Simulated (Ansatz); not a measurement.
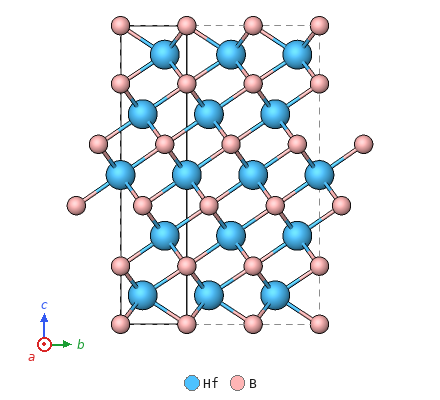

HfB (P-3m1, No. 164): the geometry relaxed with DFT PBE, scalar-relativistic, plane waves, PAW (Ansatz 0.2.0); the starting structure was generated, so it need not be a known form of this composition.

```cif
data_structure
_symmetry_space_group_name_H-M 'P-3m1'
_symmetry_Int_Tables_number 164
_cell_length_a 3.4698
_cell_length_b 3.4698
_cell_length_c 13.5371
_cell_angle_alpha 90.000
_cell_angle_beta 90.000
_cell_angle_gamma 120.000
_cell_volume 141.14
loop_
_atom_site_label
_atom_site_type_symbol
_atom_site_symmetry_multiplicity
_atom_site_Wyckoff_symbol
_atom_site_fract_x
_atom_site_fract_y
_atom_site_fract_z
_atom_site_occupancy
Hf1 Hf 2 d 0.33333 0.66667 0.90303 1
B1 B 1 a 0.00000 0.00000 0.00000 1
B2 B 2 c 0.00000 0.00000 0.19476 1
Hf2 Hf 2 d 0.33333 0.66667 0.29642 1
B3 B 2 d 0.66667 0.33333 0.39728 1
Hf3 Hf 1 b 0.00000 0.00000 0.50000 1
```

Q: What will an iDPC-like image along [100] show? Simulated as the projected potential of neutral atoms (B = 0.5 Å²) blurred by a 0.64 Å probe, the thin-sample limit of integrated differential phase contrast. The display is stretched by a gamma of 0.65; percentages refer to the linear signal.

A: The columns repeat on an oblique net of 3.00 × 13.54 Å with an angle of 90° (plane group p2). The brightest columns hold 1 Hf per repeat; in falling brightness follow 1 B (about 15 %). Brightness is counted from the darkest point of the image. The closest visible columns (Hf and B) are 1.65 Å apart in projection. Along the beam the structure repeats every 3.47 Å.

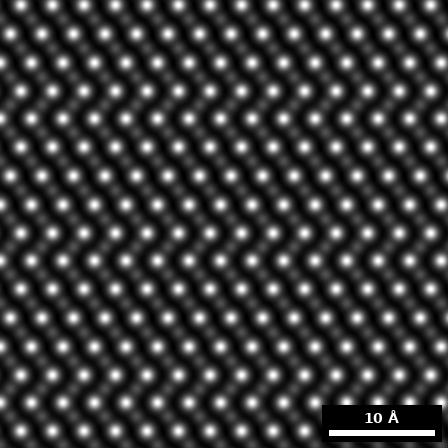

The simulated image.
